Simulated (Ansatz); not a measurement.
# Quasiparticle gap of ZnSb (Pbca), part 2 of 2

Wanted: the gap of ZnSb (Pbca) with a many-body correction, and the time that it takes.

Ansatz 0.2.0; r2SCAN, then G0W0 on it, plane waves, PAW. Known limits of the many-body steps: finite bands, screening cutoff and k mesh; no spin-orbit coupling in G0W0; d shells not analysed; large ε∞ on the G0W0 mesh; screening cutoff under 40 eV in some runs.

So far. Step 2 (Bands along the symmetry lines): Over mesh and path the gap is 0.398 eV, from k = (0.400, 0.000, 0.000) to k = (0.000, 0.000, 0.350). The least direct gap found is 0.783 eV, at k = (0.450, 0.000, 0.000).

In doubt: the program warns that the response may not be converged on this k-mesh (in some of the runs), which bears on dielectric and field responses; masses and optical values from hybrid runs of this build are listed as unsure (in some of the runs), which bears on the screening that GW takes from such a start.

## 3. G0W0 on the 2×2×2 mesh

G0W0 replaces the xc potential by a self-energy built once from the orbitals of the start. Levels are corrected in the window of bands that the input names, at points of the mesh.

This step: G0W0 on r2SCAN, plane waves, PAW.

File input.yaml:

```yaml
crystal:
  lattice:
    - [6.218, 0.0, 0.0]
    - [0.0, 7.741, 0.0]
    - [0.0, 0.0, 8.115]
  atoms:
    - { symbol: Zn, position: [0.4539, 0.1115, 0.8673] }
    - { symbol: Zn, position: [0.0461, 0.8885, 0.3673] }
    - { symbol: Zn, position: [0.9539, 0.3885, 0.1327] }
    - { symbol: Zn, position: [0.5461, 0.6115, 0.6327] }
    - { symbol: Zn, position: [0.5461, 0.8885, 0.1327] }
    - { symbol: Zn, position: [0.9539, 0.1115, 0.6327] }
    - { symbol: Zn, position: [0.0461, 0.6115, 0.8673] }
    - { symbol: Zn, position: [0.4539, 0.3885, 0.3673] }
    - { symbol: Sb, position: [0.142, 0.0841, 0.1083] }
    - { symbol: Sb, position: [0.358, 0.9159, 0.6083] }
    - { symbol: Sb, position: [0.642, 0.4159, 0.8917] }
    - { symbol: Sb, position: [0.858, 0.5841, 0.3917] }
    - { symbol: Sb, position: [0.858, 0.9159, 0.8917] }
    - { symbol: Sb, position: [0.642, 0.0841, 0.3917] }
    - { symbol: Sb, position: [0.358, 0.5841, 0.1083] }
    - { symbol: Sb, position: [0.142, 0.4159, 0.6083] }
kpoints:
  mp_grid: { grid: [2, 2, 2] }
hamiltonian:
  xc: r2scan
scf:
  occupations: { method: fixed }
gw:
  n_empty_bands: 886
  ecut_chi: 100.0
  qp_bands: [v4, c4]
  qp_kpoints: band_edges
  screening: { model: contour_deformation }
```

Run with:

```bash
$ ansatz run input.yaml --threads 24 --pin off --max-ram 82944MiB --backend cuda --events-out ev --progress --plain --runs-dir out --devices 1 --max-vram 78GiB
```

Numbers of over 12 decimals in the logs are rounded to 6 here.

The program printed:

```text
GPUs: using 1 of 1 available (devices: 1).
[...]
Crystal: 16 atoms, lattice volume = 390.604 Å³
Basis set: ecut = 500 eV, 9939 PW (Γ), exchange–correlation on 192×240×240 points (64 copies of the dense FFT grid, shifted against one another)
Bands: 130, of which v1, the nominal top of the filled ones, is band 108 counted from 1 (107 counted from 0)
Symmetry: 8 space group operations
[...]
k-points: 8
[...]
SCF iter   1: F=—  HF=-78598.711226 eV  |F-HF|=—  |Δ(HF+E_count)|=         —  Δρ=1.41e-2  dr2=3.90e-1  dr2_τ=2.14e-2  ethr=1.77e-3  ⟨swp⟩=5.0  Hψ=3576  notcnv=0  defer=149
[...]
SCF iter   8: F=-78598.711015 eV  HF=-78598.711015 eV  |F-HF|=4.11e-8  |Δ(HF+E_count)|=   2.92e-7  Δρ=4.13e-6  dr2=4.70e-8  dr2_τ=4.16e-10  ethr=4.63e-11  ⟨swp⟩=12.6  Hψ=5443  notcnv=0
SCF 1 converged in 8 iterations: F = -78598.711015 eV  dr2 = 4.70e-8
[...]
NSCF: frozen V_eff on 8 k-points
the band table was solved once the SCF had ended and its energy, with any forces and stress, was formed, with the checks that follow a solve (3795 applications of the Hamiltonian). They found nothing against the state; the energy, forces and stress were not computed again (output.eigenvalues in the input reference)
[...]
SCF converged after 8 iterations
[...]
0   112     11.0060   -10.2777    -3.9734   -14.3209  0.7652    11.0761    11.0759  root
     1   105      7.4924   -15.3959     1.3696   -13.8178  0.7531     7.2828     7.2838  root
     1   106      7.4924   -15.3959     1.3696   -13.8178  0.7531     7.2828     7.2838  root
     1   107      8.3473   -15.2695     1.1096   -13.9462  0.7640     8.1328     8.1337  root
     1   108      8.3473   -15.2695     1.1096   -13.9462  0.7640     8.1328     8.1337  root
     1   109      9.7205    -7.7627    -3.3787   -11.0012  0.7765     9.5807     9.5803  root
     1   110      9.7205    -7.7627    -3.3787   -11.0012  0.7765     9.5807     9.5803  root
     1   111      9.7837   -10.1724    -3.4830   -13.6766  0.7751     9.8049     9.8049  root
     1   112      9.7837   -10.1724    -3.4830   -13.6766  0.7751     9.8049     9.8049  root
     2   105      7.5120   -16.5334     1.4750   -14.8502  0.7531     7.3028     7.3038  root
     2   106      7.5120   -16.5334     1.4750   -14.8502  0.7531     7.3028     7.3038  root
     2   107      7.9408   -14.6965     1.1682   -13.3050  0.7601     7.7165     7.7174  root
     2   108      7.9408   -14.6965     1.1682   -13.3050  0.7601     7.7165     7.7174  root
     2   109      9.6257    -9.0484    -3.5191   -12.5426  0.7746     9.6009     9.6009  root
     2   110      9.6257    -9.0484    -3.5191   -12.5426  0.7746     9.6009     9.6009  root
     2   111     11.0098    -9.7747    -3.6352   -13.3590  0.7689    10.9590    10.9589  root
     2   112     11.0098    -9.7747    -3.6352   -13.3590  0.7689    10.9590    10.9589  root
     3   105      7.8605   -15.9442     1.3741   -14.3466  0.7579     7.6359     7.6369  root
     3   106      7.8605   -15.9442     1.3741   -14.3466  0.7579     7.6359     7.6369  root
     3   107      7.8605   -15.9442     1.3741   -14.3466  0.7579     7.6359     7.6369  root
     3   108      7.8605   -15.9442     1.3741   -14.3466  0.7579     7.6359     7.6369  root
     3   109      9.9430    -9.1643    -3.4930   -12.5954  0.7744     9.8811     9.8810  root
     3   110      9.9430    -9.1643    -3.4930   -12.5954  0.7744     9.8811     9.8810  root
     3   111      9.9430    -9.1643    -3.4930   -12.5954  0.7744     9.8811     9.8810  root
     3   112      9.9430    -9.1643    -3.4930   -12.5954  0.7744     9.8811     9.8810  root
     4   105      8.4266   -15.8551     1.1851   -14.4631  0.7647     8.2188     8.2197  root
     4   106      8.4266   -15.8551     1.1851   -14.4631  0.7647     8.2188     8.2197  root
     4   107      8.9941   -16.1999     0.8882   -15.1357  0.7682     8.8176     8.8181  root
     4   108      8.9941   -16.1999     0.8882   -15.1357  0.7682     8.8176     8.8181  root
     4   109      9.8030   -10.5738    -3.6813   -14.3085  0.7733     9.8565     9.8564  root
     4   110      9.8030   -10.5738    -3.6813   -14.3085  0.7733     9.8565     9.8564  root
     4   111     10.5977    -8.5840    -3.8246   -12.3645  0.7707    10.5538    10.5536  root
     4   112     10.5977    -8.5840    -3.8246   -12.3645  0.7707    10.5538    10.5536  root
     5   105      8.1021   -15.2300     1.1030   -13.9354  0.7608     7.9096     7.9104  root
     5   106      8.1021   -15.2300     1.1030   -13.9354  0.7608     7.9096     7.9104  root
     5   107      8.1021   -15.2300     1.1030   -13.9354  0.7608     7.9096     7.9104  root
     5   108      8.1021   -15.2300     1.1030   -13.9354  0.7608     7.9096     7.9104  root
     5   109     10.4424   -10.0351    -3.4910   -13.5037  0.7674    10.4200    10.4200  root
     5   110     10.4424   -10.0351    -3.4910   -13.5037  0.7674    10.4200    10.4200  root
     5   111     10.4424   -10.0351    -3.4910   -13.5037  0.7674    10.4200    10.4200  root
     5   112     10.4424   -10.0351    -3.4910   -13.5037  0.7674    10.4200    10.4200  root
     6   105      8.3045   -15.8241     1.1972   -14.4168  0.7628     8.0934     8.0945  root
     6   106      8.3045   -15.8241     1.1972   -14.4168  0.7628     8.0934     8.0945  root
     6   107      8.3045   -15.8241     1.1972   -14.4168  0.7628     8.0934     8.0945  root
     6   108      8.3045   -15.8241     1.1972   -14.4168  0.7628     8.0934     8.0945  root
     6   109     10.2076    -9.2931    -3.5641   -12.8338  0.7713    10.1842    10.1842  root
     6   110     10.2076    -9.2931    -3.5641   -12.8338  0.7713    10.1842    10.1842  root
     6   111     10.2076    -9.2931    -3.5641   -12.8338  0.7713    10.1842    10.1842  root
     6   112     10.2076    -9.2931    -3.5641   -12.8338  0.7713    10.1842    10.1842  root
     7   105      7.9630   -15.4752     1.2683   -13.9955  0.7588     7.7505     7.7516  root *
     7   106      7.9630   -15.4752     1.2683   -13.9955  0.7588     7.7505     7.7516  root *
     7   107      7.9630   -15.4752     1.2683   -13.9955  0.7588     7.7505     7.7516  root *
     7   108      7.9630   -15.4752     1.2683   -13.9955  0.7588     7.7505     7.7516  root *
     7   109      9.9277    -9.2051    -3.5179   -12.7112  0.7713     9.9158     9.9158  root *
     7   110      9.9277    -9.2051    -3.5179   -12.7112  0.7713     9.9158     9.9158  root *
     7   111      9.9277    -9.2051    -3.5179   -12.7112  0.7713     9.9158     9.9158  root *
     7   112      9.9277    -9.2051    -3.5179   -12.7112  0.7713     9.9158     9.9158  root *
```

Wall time 18 s (1 × NVIDIA GB200 (shared by 2 runs) with 24 threads of Arm Neoverse V2, shared host); peak memory 5.3 GiB.

This step gave:

| Item | Value |
| --- | --- |
| bands summed | 994 |
| RPA ε∞ on this mesh (eigenvalues) | 30.96, 33.65, 45.69 |
| plane waves in the screening matrix | 883 |
| q-points in the mesh | 8 |
| G0W0 gap over the corrected points | 0.7622 eV |
| k of the valence top | -0.5, 0, 0 |
| k of the conduction bottom | 0, 0, -0.5 |
| starting gap on the mesh | 0.6316 eV |
| Z at the valence top | 0.7682 |
| Z at the conduction bottom | 0.7765 |
| least direct G0W0 gap over the corrected points | 1.038 eV |

Over all 8 irreducible mesh points the G0W0 gap is 0.762 eV, from k = (-0.500, 0.000, 0.000) to k = (0.000, 0.000, -0.500). The r2SCAN gap of this run on the mesh is 0.632 eV. Other states bound it: the two that bound the G0W0 gap lie 0.726 eV apart in r2SCAN, so state for state the correction is 0.762 − 0.726 = +0.036 eV, while gap against gap it is 0.762 − 0.632 = +0.130 eV. The start of this run differs from the step before in mesh (4×4×4 and 2×2×2). The program's warnings for this run: eigensolver not converged.

Labels follow the order of the start: v1 is the top filled band, c1 the lowest empty one; levels that stay degenerate share a row, the window can cut a multiplet, doubted levels are not marked in this list, bands outside the window were not corrected, and the list may be a part of the corrected levels. Levels before and after the correction, in eV, zero at the valence-band top of each column:

|  | conduction bottom | valence top |
| --- | --- | --- |
| Kohn-Sham | 0.63 | 0.00 |
| G0W0 | 0.76 | 0.00 |

|  | level | occupation | energy (eV) |
| --- | --- | --- | --- |
| Kohn-Sham | (0 0 -0.5) v3 | 2 | -1.502 |
| Kohn-Sham | (0 0 -0.5) v2-v1 | 2 | -0.647 |
| Kohn-Sham | (0 0 -0.5) c1-c2 | 0 | 0.726 |
| Kohn-Sham | (0 0 -0.5) c3 | 0 | 0.790 |
| Kohn-Sham | (-0.5 0 0) v3 | 2 | -0.568 |
| Kohn-Sham | (-0.5 0 0) v2-v1 | 2 | 0.000 |
| Kohn-Sham | (-0.5 0 0) c1-c2 | 0 | 0.809 |
| Kohn-Sham | (-0.5 0 0) c3 | 0 | 1.604 |
| G0W0 | (0 0 -0.5) v3 | 2 | -1.534 |
| G0W0 | (0 0 -0.5) v2-v1 | 2 | -0.684 |
| G0W0 | (0 0 -0.5) c1-c2 | 0 | 0.762 |
| G0W0 | (0 0 -0.5) c3 | 0 | 0.987 |
| G0W0 | (-0.5 0 0) v3 | 2 | -0.598 |
| G0W0 | (-0.5 0 0) v2-v1 | 2 | 0.000 |
| G0W0 | (-0.5 0 0) c1-c2 | 0 | 1.038 |
| G0W0 | (-0.5 0 0) c3 | 0 | 1.736 |

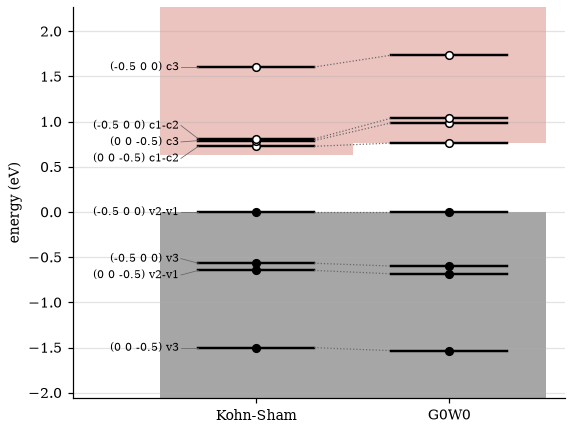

Levels before and after the correction. Shaded: valence and conduction bands. Filled marks are occupied levels, open marks empty ones.

The parts of the quasiparticle energy for the two states that bound the G0W0 gap, in eV on the run's own scale (QP = start + Σx + Σc − Vxc, with Σc at the quasiparticle energy):

| edge | k | band | start | Σx | Σc | Vxc | Z | QP |
| --- | --- | --- | --- | --- | --- | --- | --- | --- |
| valence top | (-0.500, 0.000, 0.000) | 107 | 8.994 | −16.200 | 0.888 | −15.136 | 0.768 | 8.818 |
| conduction bottom | (0.000, 0.000, -0.500) | 109 | 9.720 | −7.763 | −3.379 | −11.001 | 0.776 | 9.580 |

## 4. Spin-orbit coupling in r2SCAN

This run has two-component orbitals with spin-orbit coupling.

This step: DFT, r2SCAN with spin-orbit coupling, plane waves, PAW.

input.yaml, the sections that differ from step 3:

```yaml
kpoints:
  mp_grid: { grid: [4, 4, 4] }
  band_path:
    path:
      - [0.0, 0.0, 0.0]
      - [0.5, 0.0, 0.0]
      - [0.5, 0.5, 0.0]
      - [0.0, 0.5, 0.0]
      - [0.0, 0.0, 0.5]
      - [0.5, 0.0, 0.5]
      - [0.5, 0.5, 0.5]
      - [0.0, 0.5, 0.5]
      - [0.4, 0.0, 0.0]
      - [0.0, 0.0, 0.35]
      - [0.45, 0.0, 0.0]
    npoints: 1
scf:
  occupations: { method: fermi_dirac, width: 0.02 }
  n_extra_bands: 18
magnetization:
  noncollinear: true
  spin_orbit: true
output:
  eigenvalues: true
  forces: true
  stress: true
# crystal, hamiltonian: as in step 3
# gw: removed
```

The program printed:

```text
[...]
GPUs: using 1 of 1 available (devices: 1).
[...]
non-collinear run that drives no moment, with spin-orbit: no starting moment large enough to seed its density (crystal.atoms[].spin), no starting occupations that ask for one, no magnetisation constraint and no magnetic field, so the semilocal B_xc is pinned to zero
[...]
Crystal: 16 atoms, lattice volume = 390.604 Å³
Basis set: ecut = 500 eV, 9939 PW (Γ), exchange–correlation on 192×240×240 points (64 copies of the dense FFT grid, shifted against one another)
Bands: 234, of which v1, the nominal top of the filled ones, is band 216 counted from 1 (215 counted from 0)
Symmetry: 8 space group operations + 8 with time reversal
[...]
k-points: 27 of 64
Projection manifold: j_resolved (fully-relativistic pseudo-atomic orbitals)
[...]
iter 1 solved again at ethr=1.04e-3 eV; its pass at ethr=3.10e-3 eV (dr2=2.24e0 eV) is discarded
SCF iter   1: F=—  HF=-78494.775129 eV  |F-HF|=—  |Δ(HF+E_count)|=         —  Δρ=3.09e-2  dr2=2.28e0  dr2_τ=5.79e-3  dr2_m=0.00e0 (ungated)  ethr=1.04e-3  |M|=0.00e0 ∫|m|=0.00e0 μB  |m|>n=0.0e0 m-floor=0.0e0 τ_xc=0.0e0  β_m=0.30  ⟨swp⟩=1.7  Hψ=20987  notcnv=0
[...]
spin=Noncollinear: Resta preconditioning applied to the charge; magnetization (m_x, m_y, m_z) channels mix plain (no charge-response kernel on spin).
SCF iter   2: F=—  HF=-78495.010241 eV  |F-HF|=—  |Δ(HF+E_count)|=   2.35e-1  Δρ=2.08e-2  dr2=1.11e0  dr2_τ=3.02e-3  dr2_m=0.00e0 (ungated)  ethr=1.04e-3  |M|=0.00e0 ∫|m|=0.00e0 μB  |m|>n=0.0e0 m-floor=0.0e0 τ_xc=0.0e0  β_m=0.54  ⟨swp⟩=3.1  Hψ=5077  notcnv=0
[...]
SCF iter   4: F=—  HF=-78495.184374 eV  |F-HF|=—  |Δ(HF+E_count)|=   1.27e-2  Δρ=2.25e-3  dr2=1.89e-2  dr2_τ=3.09e-5  dr2_m=0.00e0 (ungated)  ethr=9.86e-5  |M|=0.00e0 ∫|m|=0.00e0 μB  |m|>n=0.0e0 m-floor=0.0e0 τ_xc=0.0e0  β_m=0.69  ⟨swp⟩=2.1  Hψ=4781  notcnv=0  defer=260
[...]
SCF 1 converged in 9 iterations: F = -78495.187057 eV  dr2 = 8.00e-8
[...]
SCF converged after 9 iterations
[...]
```

The job ended after 8.1 s (1 × NVIDIA GB200 (shared by 2 runs) with 24 threads; peak memory 2.7 GiB).

Numbers from this step:

- pressure: 0.07398 GPa
- gap: 0.3869 eV
- valence top at: k = (0.400, 0.000, 0.000)
- conduction bottom at: k = (0.000, 0.000, 0.350)
- least direct gap: 0.7668 eV

Over mesh and listed points the gap is 0.387 eV, from k = (0.400, 0.000, 0.000) to k = (0.000, 0.000, 0.350). The least direct gap found is 0.767 eV, at k = (0.450, 0.000, 0.000). r2SCAN+SOC against r2SCAN: 0.387 − 0.398 = −0.011 eV, with the same mesh, set of files (read in its fully relativistic form for the spin-orbit run) and cutoff, and both edges at the same k points. The spin-orbit run sees mesh and listed points alone, so its gap is an upper bound: the coupling can move an edge off these points, and the change over the zone, its sign included where it is small, is not known.

## 5. Side by side

Each gap is the least one over the points named; times are wall times on shared hosts, not benchmarks. A G0W0 time includes the run's own self-consistent start. Runs with listed points see these and the mesh alone, so an edge that moves elsewhere is missed. Rows marked * are further runs, not shown as steps, whose inputs differ from the G0W0 step on the same start in the columns given; solver thresholds can differ too.

| level | mesh | files, cutoff | bands summed, screening | points | gap (eV) | valence top | conduction bottom | least direct gap (eV) | time |
| --- | --- | --- | --- | --- | --- | --- | --- | --- | --- |
| r2SCAN | 4×4×4 | soft_2 PAW, 500 eV | - | mesh and path | 0.398 | (0.400, 0.000, 0.000) | (0.000, 0.000, 0.350) | 0.783 | 5.1 s |
| r2SCAN+SOC | 4×4×4 | soft_2 PAW, 500 eV | - | mesh and listed points | 0.387 | (0.400, 0.000, 0.000) | (0.000, 0.000, 0.350) | 0.767 | 8.1 s |
| G0W0@r2SCAN* | 2×2×2 | soft_2 PAW, 500 eV | 253, 30 eV | all 8 irreducible mesh points | 0.575 | (-0.500, 0.000, 0.000) | (0.000, 0.000, -0.500) | 1.091 | 7.6 s |
| G0W0@r2SCAN* | 2×2×2 | soft_2 PAW, 500 eV | 520, 60 eV | all 8 irreducible mesh points | 0.687 | (-0.500, 0.000, 0.000) | (0.000, 0.000, -0.500) | 1.068 | 9.8 s |
| G0W0@r2SCAN | 2×2×2 | soft_2 PAW, 500 eV | 994, 100 eV | all 8 irreducible mesh points | 0.762 | (-0.500, 0.000, 0.000) | (0.000, 0.000, -0.500) | 1.038 | 18 s |
| G0W0@r2SCAN* | 2×2×2 | soft_2 PAW, 500 eV | 520, 60 eV, plasmon pole | all 8 irreducible mesh points | 0.659 | (-0.500, 0.000, 0.000) | (0.000, 0.000, -0.500) | 1.084 | 12 s |

## 6. Results

```json
{"r2SCAN gap over mesh and path": "0.398 eV, from k = (0.400, 0.000, 0.000) to k = (0.000, 0.000, 0.350)", "G0W0@r2SCAN gap over all 8 irreducible mesh points": "0.762 eV, from k = (-0.500, 0.000, 0.000) to k = (0.000, 0.000, -0.500)", "r2SCAN+SOC gap over mesh and listed points": "0.387 eV", "GW settings": "2×2×2 mesh, 886 empty bands, screening to 100 eV", "known limits": "finite bands, screening cutoff and k mesh; no spin-orbit coupling in G0W0; d shells not analysed; large ε∞ on the G0W0 mesh; screening cutoff under 40 eV in some runs"}
```

Over all 8 irreducible mesh points the G0W0 gap is 0.762 eV, from k = (-0.500, 0.000, 0.000) to k = (0.000, 0.000, -0.500). The r2SCAN gap of this run on the mesh is 0.632 eV. Other states bound it: the two that bound the G0W0 gap lie 0.726 eV apart in r2SCAN, so state for state the correction is 0.762 − 0.726 = +0.036 eV, while gap against gap it is 0.762 − 0.632 = +0.130 eV. The valence state moves by 8.818 − 8.994 = −0.176 eV and the conduction state by 9.580 − 9.720 = −0.140 eV, on the run's own scale; with 253 bands the edge states move by +0.447 and +0.296 eV, so the split between the edges depends on the bands and cutoff. Over mesh and path, r2SCAN puts the valence top at k = (0.400, 0.000, 0.000) and conduction bottom at k = (0.000, 0.000, 0.350), where no G0W0 correction was computed. The G0W0 gap over the whole zone is therefore not known from this run; at its settings it can only be equal to or under the 0.762 eV found, and no correction is carried over from another point. For the start itself the gap is 0.398 eV over mesh and path and 0.632 eV on the mesh of the G0W0 run, in runs that differ in mesh (4×4×4 and 2×2×2). From 253 bands and 30 eV to 994 bands and 100 eV the gap moves by 0.762 − 0.575 = +0.187 eV (rung by rung 0.575, 0.687, 0.762 eV); bands and screening cutoff rise together, so their parts are not told apart. A line in one over the bands through the two highest rungs gives 0.762 + (0.762 − 0.687) × 520 / (994 − 520) = 0.844 eV, and through the pair below 0.687 + (0.687 − 0.575) × 253 / (520 − 253) = 0.793 eV. Carried level by level, other states would bound the gap (0.802 eV), so the limit is not known. With the plasmon pole model in place of the contour deformation model and all else as in the G0W0@r2SCAN row with 520 bands, the gap differs by 0.659 − 0.687 = −0.028 eV. G0W0 on other starts in this series, not shown as steps and not all at these settings: 0.731 eV on HSE06 (2×2×2, soft_2 PAW, 520 bands, 60 eV). r2SCAN+SOC against r2SCAN: 0.387 − 0.398 = −0.011 eV, with the same mesh, set of files (read in its fully relativistic form for the spin-orbit run) and cutoff, and both edges at the same k points. The spin-orbit run sees mesh and listed points alone, so its gap is an upper bound: the coupling can move an edge off these points, and the change over the zone, its sign included where it is small, is not known. What spin-orbit coupling does to the G0W0 levels was not computed, so no sum with the G0W0 gap is formed. For the G0W0 step: the program's warnings for this run: eigensolver not converged. The G0W0 runs are scalar-relativistic. One-shot GW is known to converge slowly in bands for compounds with shallow d shells. The cell holds Zn; the filling of the d shell and its place against the gap were not analysed here. The largest eigenvalue of the RPA ε∞ is large: 46 in G0W0@r2SCAN (2×2×2, 994 bands), 47 in G0W0@r2SCAN (2×2×2, 253 bands), 46 in G0W0@r2SCAN (2×2×2, 520 bands) and 46 in G0W0@r2SCAN (2×2×2, 520 bands). A perturbation-theory run of this series on r2SCAN, not shown as a step (4×4×4 (response on 640 points) mesh, soft_2 PAW), gives 20.0, 20.9 and 24.4 (stated error 1.2), so a mesh with so large a value overstates the long-range screening, which bears on the G0W0 gap by an amount not known here. No pair of G0W0 runs that differ in the mesh alone is shown (2×2×2 is a supercell whose nearest images lie 12 Å apart), so the error from the mesh is not known here. G0W0@r2SCAN runs of this series with other atomic data on the same mesh, not shown as steps, give 0.681 eV (hard PAW, 660 eV, 576 bands, screening to 60 eV; the table's row with the same empty bands and screening cutoff has 0.687 eV); where bands and cutoffs differ too, the part of the files is not isolated. A screening cutoff under 40 eV is crude: G0W0@r2SCAN with 253 bands at 30 eV.

[Paths, hosts, dates, memory and timing lines, banners, echoed tables and standing remarks are left out of the program output.]

[Logs are printed without paths, hosts, clocks, repeated set-up lines and the standing remarks that a program may print on its own settings, such as how far it seeks lower states.]

[Runs of the session that timed out or met a known fault of the program may be left out.]

[Cells called generated may have been cut or substituted from an entry of the Crystallography Open Database or the Materials Project.]

[Hosts, paths, dates, database ids (printed as entryN), source tags and the programs' standing remarks are cut or masked in the printed files.]

[Where an RPA ε∞ is given, it is that of the G0W0 mesh and is not shown converged in it. Names of k-points follow the symmetry that the program found, which can be lower than the space group named. Band edges on a path are those of the sampled points; other points can move an edge, and change direct to indirect where valleys lie close.]

[Hybrid gaps are those of their k-mesh and are not shown converged in it.]
